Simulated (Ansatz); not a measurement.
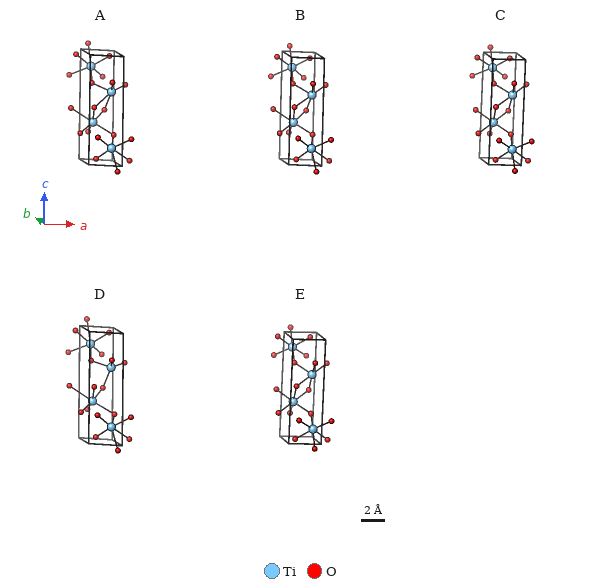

5 geometries from one relaxation of solid TiO2 (set up in P1), in shuffled order. Style: ball-and-stick. Shown: the cell of the calculation, reduced to other axes, slightly off an axis. Lengths and directions refer to the drawn axes.

Case: all atoms moved at random, sigma 0.25 Å for each component, cell strained at random, sigma 0.06; relaxed back.

The calculation used DFT PBE, scalar-relativistic, plane waves, PAW (Ansatz). (plane-wave cutoff 420 eV; k-point mesh 4 × 8 × 4; occupations gaussian; smearing width 0.05 eV; no spin polarisation; cell and atoms relaxed; force threshold 0.01 eV/Å; at most 80 steps)

### Put them in the order of the run, from the start to the converged end.

D, A, B, C, E. They are steps 0, 1, 2, 3, 10, at +761 meV per atom, +353 meV per atom, +103 meV per atom, +9.4 meV per atom relative to the last. The energy falls by 761 meV per atom in 8 accepted moves (10 points after the start). The largest force component goes from 6.7 to 0.0038 eV/Å. The pressure goes from −2.14 to −0.02 GPa. The SCF was repeated twice at an unchanged geometry on a basis and grid sized afresh for the cell, which shifted the energy by 2.5 meV per atom at most. An O atom moves most relative to the cell: 0.48 Å along [0 −3 −1]. Largest moves by element: O 0.48 Å, Ti 0.40 Å. The volume changes by −12.1 %, with a 3.075 → 2.976 Å (−3.2 %), b 5.099 → 4.971 Å (−2.5 %), c 10.275 → 9.525 Å (−7.3 %), α 93.4° → 90.0°, β 94.4° → 90.0°, γ 91.5° → 90.0°. Some distances before and after: Ti–Ti 3.867 → 3.123 Å, Ti–Ti 3.839 → 3.123 Å, O–Ti 2.508 → 1.905 Å, O–Ti 2.462 → 1.905 Å. New bonds form, among them: O–Ti (2.43 → 1.90 Å), O–Ti (2.46 → 1.90 Å). Bond angles that change, for instance: O–Ti–O 129.4° → 89.4°, Ti–O–Ti 136.6° → 101.0°, O–Ti–O 137.2° → 172.2°. The space group (tolerance 0.01 Å) goes from P1 (No. 1) to Pnma (No. 62).
